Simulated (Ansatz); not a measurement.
# Single-point calculation, with input and output: TiAl₃

TiAl₃ (I4/mmm, 4 atoms in the cell), computed with DFT PBE, scalar-relativistic, plane waves, PAW, PAW set soft_1, no spin polarisation (Ansatz 0.2.0).

The structure derives from a Materials Project entry. Figures and captions count atoms from 1; the log counts them from 0 in places.

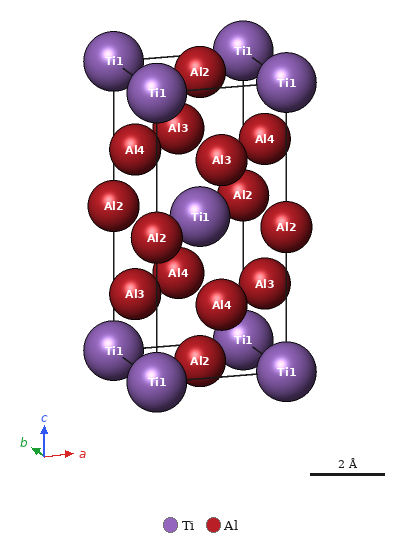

The input geometry (spheres-only view of the cell 2 times as large as that of the calculation, set on its symmetry axes, seen slightly off an axis; atoms are numbered from 1 in the order of the input). An atom can appear more than once, as a periodic image.

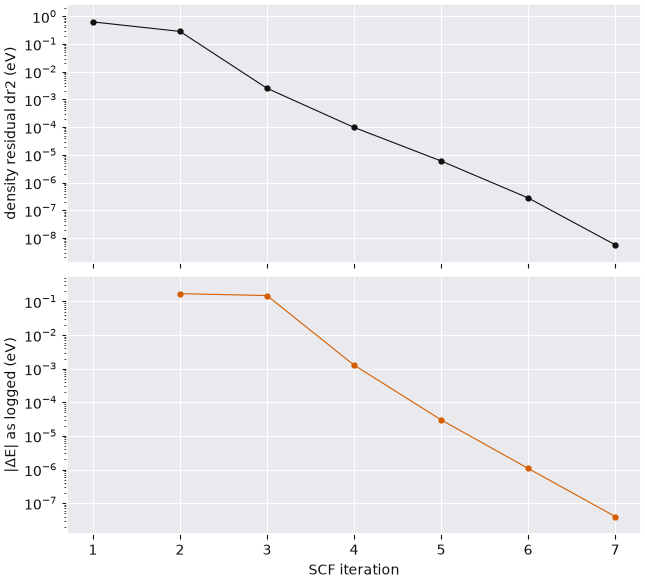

Convergence of the self-consistent field: density residual dr2 and size of the energy change against the SCF iteration. The residual falls at every step.

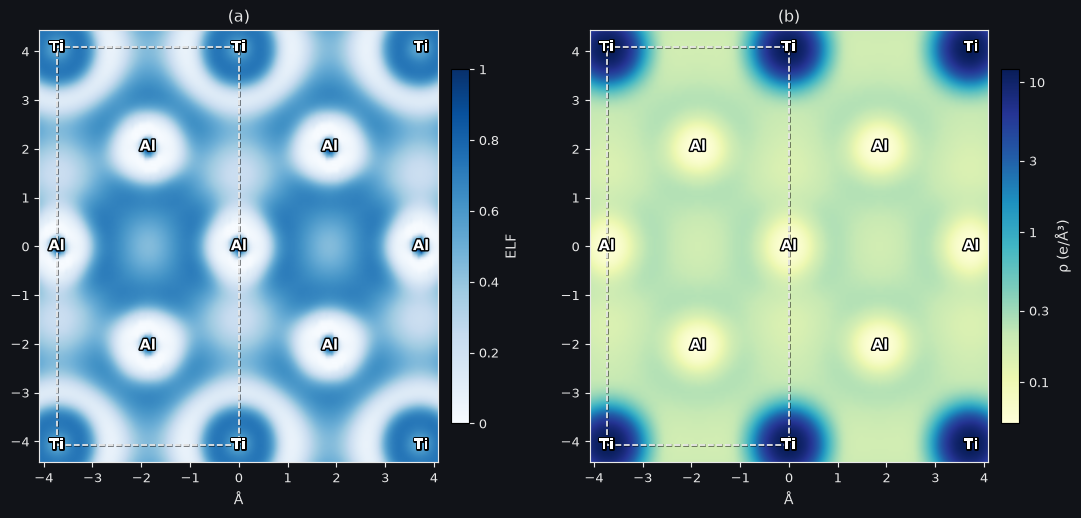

(a) ELF; (b) valence pseudo-density on the (100) plane of the conventional cell. Atoms in the plane: Ti and Al. Ti–Al (2.77 Å): ρ at the midpoint is about 0.23 e/Å³; the ELF is about 0.35 at the midpoint, as expected for nearly free electrons, as in a simple metal. Al–Al (2.77 Å): ρ is about 0.23 e/Å³ halfway; the ELF peaks at about 0.65 between the atoms. Away from the nuclei the density in this plane falls to 0.15 e/Å³ at its lowest. The strong features right at Ti lie inside the PAW spheres (semicore, d or f shells) and say nothing about bonding. The fields are those of the smooth PAW valence density.

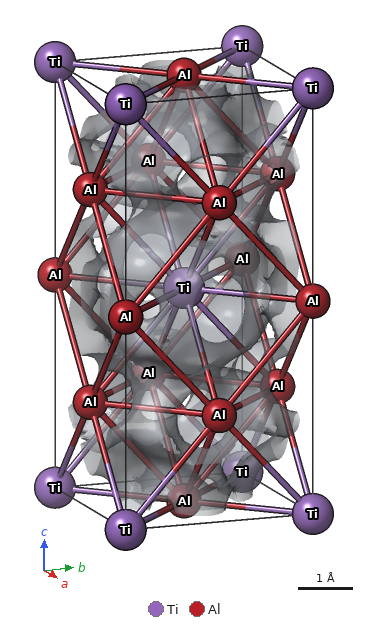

Isosurface of the electron localisation function at 0.6 (grey), seen at an oblique angle. Core shells and regions of very low density are left out. Sticks mark near contacts. The outline is the cell set on symmetry axes. The ELF exceeds this value in one network that runs through the whole crystal, counted in one cell of 8 atoms. Al–Al (2.64 Å): the ELF peaks at about 0.70 between the atoms.

The input that produced these results follows, with the program's output.

### Input
```yaml
crystal:
  lattice:
    - [-1.8682349206, 1.8682349206, 4.0787304787]
    - [1.8682349206, -1.8682349206, 4.0787304787]
    - [1.8682349206, 1.8682349206, -4.0787304787]
  atoms:
    - { symbol: Ti, position: [0.0, 0.0, 0.0] }
    - { symbol: Al, position: [0.5, 0.5, 0.0] }
    - { symbol: Al, position: [0.75, 0.25, 0.5] }
    - { symbol: Al, position: [0.25, 0.75, 0.5] }
basis:
  ecutwfc: 520.0
kpoints:
  mp_grid: { grid: [16, 16, 16] }
hamiltonian:
  xc: pbe
  pseudopotentials: { kind: paw, azcp: { folder: soft_1 } }
scf:
  occupations: { method: gaussian, width: 0.15 }
output:
  forces: true
  stress: true
  eigenvalues: true
  write_density: true
  write_potential: true
  elf: true
  volumetric_format: npy
```

Command:
```bash
ansatz run input.yaml --threads 2 --pin off --max-ram 4096MiB --backend cpu --events-out ev --progress --plain --runs-dir out
```

### Log
```
Engine: ansatz 0.2.0, aarch64-unknown-linux-gnu
Pseudopotentials: kind: paw
Pseudopotential: Ti, paw, valence charge 12, recommended cutoff 420 eV (normal), [file]
Pseudopotential: Al, paw, valence charge 3, recommended cutoff 420 eV (normal), [file]
Functional definition: PBE
  parameter kappa = 0.804
  parameter beta = 0.06672455060314922
  exchange = pbe_x(kappa = kappa, mu = beta*pi^2/3)
  correlation = pbe_c(beta = beta)
Crystal: 4 atoms, lattice volume = 56.944 Å³
Basis set: ecut = 520 eV, 1531 PW (Γ), exchange–correlation on 80×80×80 points (8 copies of the dense FFT grid, shifted against one another)
Bands: 15, of which v1, the nominal top of the filled ones, is band 11 counted from 1 (10 counted from 0)
Symmetry: 16 space group operations
Space group: I4/mmm (ITA 139), of the structure as read, at distance tolerance 3.8e-5 Å
k-points: 349 of 4096
Non-local potential: Ti, projectors of the file, l = 0: 3, l = 1: 2, l = 2: 3, l = 3: 1
Non-local potential: Al, projectors of the file, l = 0: 2, l = 1: 2, l = 2: 1
PAW form: soft (Blöchl's): semilocal exchange-correlation on the pseudo side does not see the compensation charge
PAW one-centre angular grid: Ti, 590 points (default); XC on 64 Gauss nodes
PAW one-centre angular grid: Al, 110 points (default); XC on 64 Gauss nodes
Initial density: superposition of atomic densities (chi_scale 0.1, normalization cell, long waves kept (reshape's long-wave potential 0.00 eV rms))
Initial wavefunctions: pseudopotential atomic-orbital guess
Functional: x = pbe(κ = 0.804, μ = 0.2195149727645171), c = pbe(β = 0.06672455060314922)
SCF iter   1: F=—  HF=-4113.796975 eV  |F-HF|=—  |Δ(HF+E_count)|=         —  Δρ=3.11e-2  dr2=6.28e-1  ethr=3.10e-3  ⟨swp⟩=5.2  Hψ=27309  notcnv=0
preconditioner: auto → Kerker (q_TF=auto, 2.310 Å⁻¹)  [metal: Δε(μ)=0.009 eV  Ē_g=5.929 eV  σ=0.150 eV  W_gap=0.03  n_scr=10 (ndim 8)  ℏωp=17.7 eV  f_vac=0.000  D(μ)=1.71/eV (n_scr^D=10)]
SCF iter   2: F=—  HF=-4113.625692 eV  |F-HF|=—  |Δ(HF+E_count)|=   1.71e-1  Δρ=2.01e-2  dr2=2.86e-1  ethr=2.99e-3  ⟨swp⟩=2.0  Hψ=9430  notcnv=0  defer=2
SCF iter   3: F=—  HF=-4113.475740 eV  |F-HF|=—  |Δ(HF+E_count)|=   1.50e-1  Δρ=2.09e-3  dr2=2.53e-3  ethr=1.36e-3  ⟨swp⟩=2.9  Hψ=8871  notcnv=0  defer=5
SCF iter   4: F=—  HF=-4113.474464 eV  |F-HF|=—  |Δ(HF+E_count)|=   1.28e-3  Δρ=4.72e-4  dr2=9.81e-5  ethr=1.20e-5  ⟨swp⟩=2.7  Hψ=8678  notcnv=0  defer=5
SCF iter   5: F=—  HF=-4113.474434 eV  |F-HF|=—  |Δ(HF+E_count)|=   3.01e-5  Δρ=8.49e-5  dr2=6.03e-6  ethr=4.67e-7  ⟨swp⟩=2.0  Hψ=7434  notcnv=0  defer=10
SCF iter   6: F=—  HF=-4113.474433 eV  |F-HF|=—  |Δ(HF+E_count)|=   1.08e-6  Δρ=2.11e-5  dr2=2.80e-7  ethr=2.87e-8  ⟨swp⟩=2.2  Hψ=6577  notcnv=0  defer=10
SCF iter   7: F=-4113.474433 eV  HF=-4113.474433 eV  |F-HF|=3.22e-9  |Δ(HF+E_count)|=   4.00e-8  Δρ=3.25e-6  dr2=5.70e-9  ethr=4.76e-10  ⟨swp⟩=7.4  Hψ=31507  notcnv=0
SCF 1 converged in 7 iterations: F = -4113.474433 eV  dr2 = 5.70e-9
  greatest PAW one-centre occupation: 0.999 electrons in one spin orbital (limit 2), on the Ti atom at site 0 (counted from 0), in its partial waves of l = 0
SCF converged after 7 iterations
Free energy (F): -4113.474433 eV
Harris-Foulkes:  -4113.474433 eV  (|F-HF|=3.22e-9)
Internal energy: -4113.454836 eV  (E = F + TS)
E sigma→0 (E₀):  -4113.464634 eV
Entropy (-TS):   -0.019597 eV (-4.899 meV/atom)
Fermi energy:    10.805672 eV
--- Per-component energies (eV) ---
  E_band       = -126.998789
  E_kinetic    = 358.469071
  E_local      = -1198.035737  (includes V_loc(G=0)·N_el)
  E_nonlocal   = 93.941701
  E_hartree    = 521.828601
  E_xc         = -233.697841
  E_vxc        = -238.851709  (∫ρ·V_xc dr)
  E_paw        = -2452.297012  (= ΣΔE_a)
  E_vpaw       = -186.177669  (= ΣTr[D̂ρ^β])
  E_aug_tail   = -0.000023  (compensation charges beyond the density's cutoff)
  E_ewald      = -1203.663595
  E_smearing   = -0.019597  (= −TS)
  E_closure    = 0.000000  (closes the sum)
  Σ components = -4113.474433   (vs F -4113.474433, Δ=0.00e0)
--- Forces (eV/Å), atoms counted from 1 ---
  atom   1  Ti    -0.00000000     0.00000000    -0.00000000
  atom   2  Al     0.00000000    -0.00000000     0.00000000
  atom   3  Al     0.00000000     0.00000000     0.00000000
  atom   4  Al     0.00000000    -0.00000000     0.00000000
  max |Σ_I F_I| component: 1.73e-18 eV/Å
--- Stress (GPa, compression-positive) ---
       13.177902       0.000000       0.000000
        0.000000      13.177902       0.000000
       -0.000000      -0.000000      18.432638
  P = ⅓ Tr σ = 14.9295 GPa (149.295 kbar)
--- Band table (eV; the first three rows and the last of 349) ---
  k-point 0: bands = ["-45.3450", "-21.7030", "-21.7030", "-21.6179", "0.1797", "8.0413", "8.2417", "9.1445", "9.3727", "9.3727", "11.6715", "12.6139", "12.6139", "13.0379", "13.7695"]
  k-point 1: bands = ["-45.3448", "-21.7046", "-21.7043", "-21.6177", "0.2659", "8.1132", "8.1277", "9.0606", "9.1359", "9.4527", "11.2512", "12.7170", "12.7800", "12.9281", "14.0015"]
  k-point 2: bands = ["-45.3444", "-21.7089", "-21.7079", "-21.6171", "0.5227", "7.8741", "8.3177", "8.5873", "8.8540", "9.5969", "10.4297", "12.7863", "12.9488", "12.9832", "14.3584"]
  k-point 348: bands = ["-45.3448", "-21.7035", "-21.7035", "-21.6237", "2.0117", "2.8947", "8.5248", "9.7608", "9.7608", "10.5124", "11.5234", "11.5234", "11.8431", "14.0972", "16.3661"]
```

### Results in brief

```csv
quantity,value
outcome,converged
space group (tolerance 0.01 Å),I4/mmm (139)
electrons treated,21
free energy,−4113.4744 eV
Fermi energy,10.806 eV
gap on the k-point mesh,none (metallic)
pressure,14.93 GPa
largest force (length of the vector),under 0.001 eV/Å
hardware,"2 threads of Arm Neoverse N1, 98 GiB of memory available, shared host"
wall time,28 s (CPU time 55 s)
peak memory,0.61 GiB
```

The cell is under a pressure of 14.9 GPa at this level, so it is not at its equilibrium volume.
